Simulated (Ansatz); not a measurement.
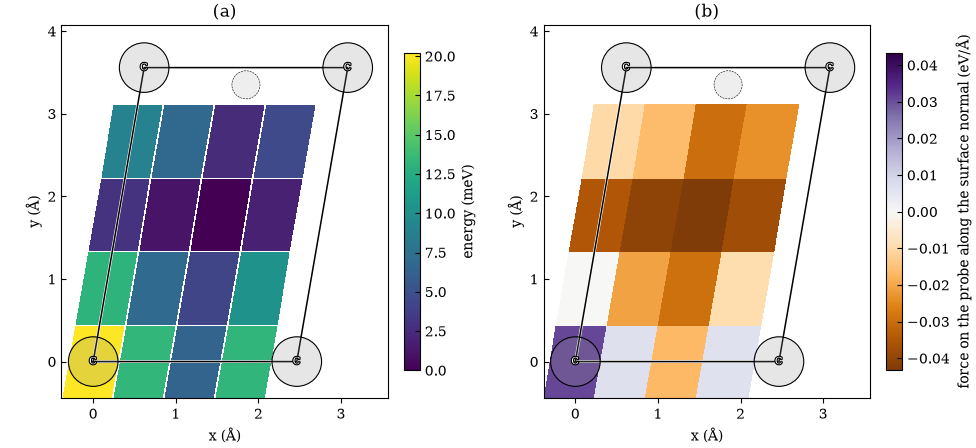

CO on a C(111) slab cut from the Fmmm phase, its upper half relaxed before the scan (12 atoms of substrate and one adsorbate in a 2 × 1 cell). 
- CO (O end down) is moved over the surface cell at a fixed height above a rigid substrate; the origin of the map has the adsorbate above C11; the height is held at 3.10 Å.
- Places are given modulo a cell vector. The map is drawn in real space over the plane of the surface.
- The grid has 4 × 4 points.
- Places are given in fractions of the 1 × 1 surface cell.
- All energies are given in meV relative to the lowest grid point.
- At a fixed height the lowest place need not be the adsorption site.
- Theory: DFT PBE+D3(BJ), scalar-relativistic, plane waves, PAW in Ansatz 0.2.0. Settings: cutoff 420 eV, k-mesh 6×8×1, gaussian smearing 0.05 eV, no spin polarisation.

Panel (a) is the energy; panel (b) is the computed force on the probe along the surface normal, in eV/Å.

In the figure: one coloured cell a grid point, labelled circles for the atoms of the top layer and small ones for the second layer, the outline of one cell of the plane.

Q: How does the force on the probe along the surface normal vary over the map, and what is it at the lowest grid point?

A: It runs from −0.04 eV/Å at the trough between two rows of top atoms, (2/4, 2/4) of the cell vectors to 0.03 eV/Å at the top site over a surface C atom, (0/4, 0/4) of the cell vectors. At the lowest grid point, the trough between two rows of top atoms, (2/4, 2/4) of the cell vectors, it is −0.04 eV/Å.

PAW datasets: the set soft_1.
